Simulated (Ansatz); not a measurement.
SnO$_{2}$

```yaml
crystal:
  lattice:
    - [-6.36122, 6.69898, 0.00000]
    - [0.00000, 0.00000, 6.82804]
    - [6.49779, 0.12996, 0.00000]
  atoms:
    - { symbol: Sn, position: [0.50000, 0.00000, 0.00000] }
    - { symbol: Sn, position: [0.00000, 0.50000, 0.00000] }
    - { symbol: Sn, position: [0.50000, 0.00000, 0.50000] }
    - { symbol: Sn, position: [0.00000, 0.50000, 0.50000] }
    - { symbol: Sn, position: [0.00000, 0.00360, 0.25000] }
    - { symbol: Sn, position: [0.50000, 0.50360, 0.25000] }
    - { symbol: Sn, position: [0.50000, 0.49640, 0.75000] }
    - { symbol: Sn, position: [0.00000, 0.99640, 0.75000] }
    - { symbol: O, position: [0.50000, 0.30650, 0.49728] }
    - { symbol: O, position: [0.00000, 0.80650, 0.49728] }
    - { symbol: O, position: [0.50000, 0.30650, 0.00272] }
    - { symbol: O, position: [0.00000, 0.80650, 0.00272] }
    - { symbol: O, position: [0.80650, 0.49594, 0.05650] }
    - { symbol: O, position: [0.30650, 0.99594, 0.05650] }
    - { symbol: O, position: [0.19350, 0.49594, 0.44350] }
    - { symbol: O, position: [0.69350, 0.99594, 0.44351] }
    - { symbol: O, position: [0.30649, 0.00406, 0.55649] }
    - { symbol: O, position: [0.80650, 0.50406, 0.55649] }
    - { symbol: O, position: [0.00000, 0.19350, 0.99728] }
    - { symbol: O, position: [0.50000, 0.69350, 0.99728] }
    - { symbol: O, position: [0.69350, 0.00406, 0.94350] }
    - { symbol: O, position: [0.19350, 0.50406, 0.94350] }
    - { symbol: O, position: [0.00000, 0.19350, 0.50272] }
    - { symbol: O, position: [0.50000, 0.69350, 0.50272] }
```

Space group C2/c; a structure from a database of computed crystals, not necessarily the ambient phase.

Computed with Kohn-Sham DFT of a periodic cell, PBE, Ansatz PAW (Ansatz).

The density is the valence pseudo-density of a PAW calculation; it isn't the true density close to the nuclei.

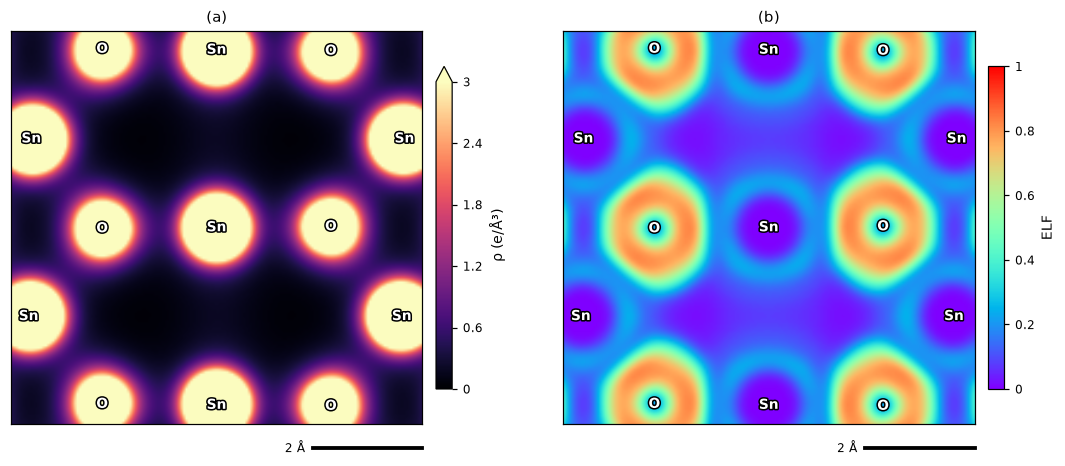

Figure 1. (a) valence charge density (pseudo); (b) electron localisation function on the (100) plane of the conventional cell.

Question: Read the bonding off the picture.

Answer:
- The plane passes through Sn and O nuclei.
- Sn–O (2.09 Å): ρ is about 0.62 e/Å³ halfway; the ELF peaks at about 0.80 in the valence shell of O, 0.6 Å from its nucleus, and is about 0.25 at the midpoint; no shared electron pair shows on this line.
- Between the atoms the lowest density in this plane is 0.04 e/Å³.

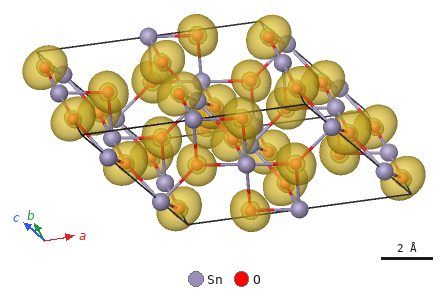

Figure 2. Isosurface of the electron localisation function at 0.7 (yellow), seen at an oblique angle. Only the valence region is drawn (cores and ρ < 0.01 e/Å³ removed). Sticks mark near contacts.

Question: Identify the bonds, lone pairs and shells in this picture.

Answer: The ELF exceeds this value in 16 regions wrapped around O (the valence shell of each), counted in one cell of 24 atoms. Any copies at cell faces, edges or corners count once.


Sn–O (2.05 Å): the ELF peaks at about 0.80 in the valence shell of O, 0.6 Å from its nucleus, and is about 0.25 at the midpoint: no shared electron pair shows on this line.

Question: Metal or insulator at this level of theory?

Answer: It is gapped, with a Kohn–Sham gap of 0.63 eV on the k-point mesh, an upper bound to the gap of this method.
